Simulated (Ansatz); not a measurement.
**AlCu2: density, localisation and related maps**

The calculation's input:

```
crystal:
  lattice:
    - [4.1694350907, -2.89e-08, 0.0]
    - [-2.0847175204, 3.6108367224, 0.0]
    - [0.0, 0.0, 2.5925999]
  atoms:
    - { symbol: Al, position: [0.0, 0.0, 0.0] }
    - { symbol: Cu, position: [0.3333333333, 0.6666666667, 0.5] }
    - { symbol: Cu, position: [0.6666666667, 0.3333333333, 0.5] }
basis:
  ecutwfc: 500
kpoints:
  mp_grid: { grid: [12, 12, 18] }
  band_path:
    path:
      - [[0.0, 0.0, 0.0], [0.5, 0.0, 0.0], [0.33333333, 0.33333333, 0.0], [0.0, 0.0, 0.0], [0.0, 0.0, 0.5], [0.5, 0.0, 0.5], [0.33333333, 0.33333333, 0.5], [0.0, 0.0, 0.5]]
      - [[0.5, 0.0, 0.5], [0.5, 0.0, 0.0]]
      - [[0.33333333, 0.33333333, 0.5], [0.33333333, 0.33333333, 0.0]]
    npoints: 14
hamiltonian:
  xc: r2scan
scf:
  occupations: { method: gaussian, width: 0.1 }
  n_extra_bands: 7
output:
  forces: true
  stress: true
  eigenvalues: true
  populations: true
  dos: { projected: true, de: 0.02, nscf_kmesh: { grid: [15, 15, 22] } }
  bader: true
  write_density: true
  write_potential: true
  elf: true
  volumetric_format: npy
```

Launched as:

```sh
ansatz run input.yaml --threads 1 --pin off --max-ram 3072MiB --backend cpu --events-out ev --progress --plain --runs-dir out
```

Below, planes, directions and counts refer to the conventional cell (a = 4.17 Å, b = 4.17 Å, c = 2.59 Å, α = 90.00°, β = 90.00°, γ = 120.00°).

Space group P6/mmm; a structure generated by program, which may or may not match a known phase; computed pressure about −5 GPa in this cell; computed without spin polarisation.

Computed with DFT r2SCAN, scalar-relativistic, plane waves, PAW (Ansatz 0.2.0).

In a PAW calculation such maps are meaningful between the atoms, not at the nuclei.

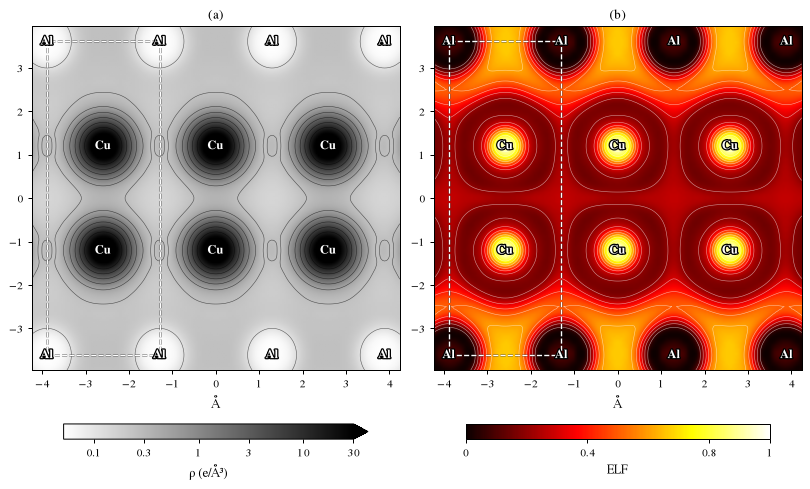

Figure 1. (a) valence charge density (pseudo); (b) ELF on the (110) plane of the conventional cell.

Q: What do the fields say about this system?

A:
- The section cuts through Al and Cu sites.
- Cu–Cu (2.41 Å): ρ is about 0.34 e/Å³ halfway; the ELF is about 0.20 at the midpoint; no shared electron pair shows on this line.
- Al–Al (2.59 Å): ρ is about 0.25 e/Å³ halfway; the ELF peaks at about 0.65 between the atoms.
- Al–Cu (2.73 Å): ρ at the midpoint is about 0.22 e/Å³; the ELF is about 0.40 at the midpoint.
- Cu–Cu (2.59 Å): ρ is about 0.3 e/Å³ halfway; the ELF is about 0.20 at the midpoint; no localised pair shows between them.
- Between the atoms the lowest density in this plane is 0.15 e/Å³.
- The features right at Cu lie inside the PAW spheres, where the map follows smoothed inner orbitals and isn't to be read closely.

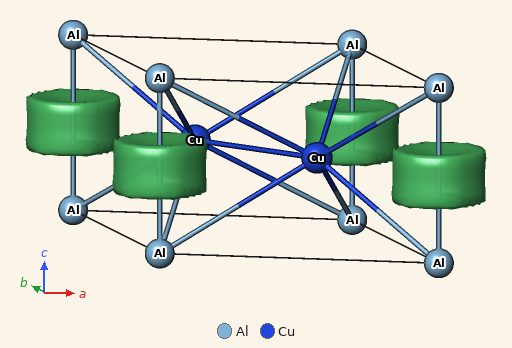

Figure 2. Isosurface of the ELF at 0.6 (green), seen slightly off an axis. Only the valence region is drawn (cores and ρ < 0.01 e/Å³ removed). Sticks mark near contacts.

Q: Where are the electrons localised?

A: The surface consists of one region between bonded Al–Al atoms, counted in one cell of 3 atoms. Regions shared between cells count once.

Q: Metal or insulator at this level of theory?

A: It is gapless in this calculation (a metal or semimetal).

Q: How much charge does the calculation move between the atoms?

A: Electrons move from Al towards Cu. Bader charges: Al +1.01 and Cu −0.50 e.
